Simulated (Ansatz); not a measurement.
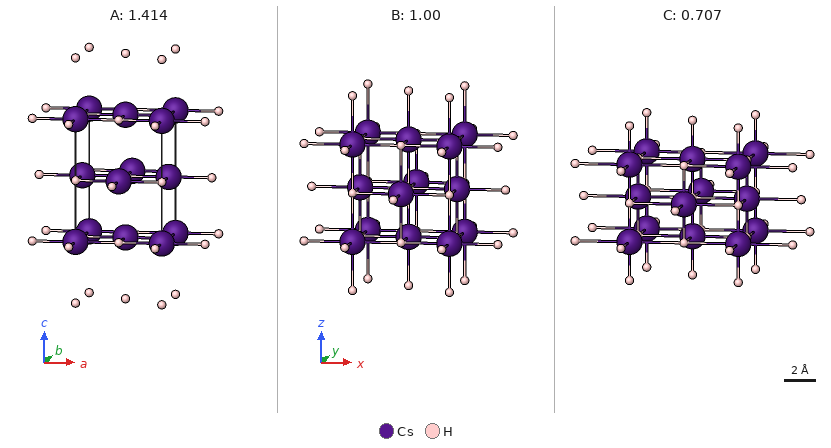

Solid CsH (Fm-3m): the ratio of the cell's length along z to its lengths across, counted as 1 for the reference, is changed at fixed volume (a tetragonal or Bain path), with the atoms kept at their fractional coordinates. x, y and z are the Cartesian axes of the input. The picture is a ball-and-stick view of the conventional cell (4 times the calculation's cell), seen along the b axis, with a slight tilt. Lengths and directions refer to the drawn axes.

Method: DFT r2SCAN, scalar-relativistic, plane waves, PAW in Ansatz 0.2.0. Settings: plane-wave cutoff 500 eV; k-point mesh 8 × 8 × 8; occupations gaussian; smearing width 0.05 eV; no spin polarisation. Energies (free energies at the smearing named) are counted from the relaxed crystal.

Question: Order these geometries by energy, lowest first.

Answer: Lowest first: B (the relative ratio 1.00, 0.0 meV/atom), A (the relative ratio 1.414, 142.2 meV/atom), C (the relative ratio 0.707, 280.0 meV/atom). Over the whole scan: the lowest computed point lies at the relative ratio 1.00 (0.0 meV/atom). At the ends of the scan the energy is 280.0 meV/atom (0.707) and 142.2 meV/atom (1.414). The distortion takes the space group from Fm-3m to I4/mmm. At the relative ratio 1.414 the cell of the drawing goes a 6.376 → 5.681 Å, b 6.376 → 5.681 Å, c 6.376 → 8.032 Å.
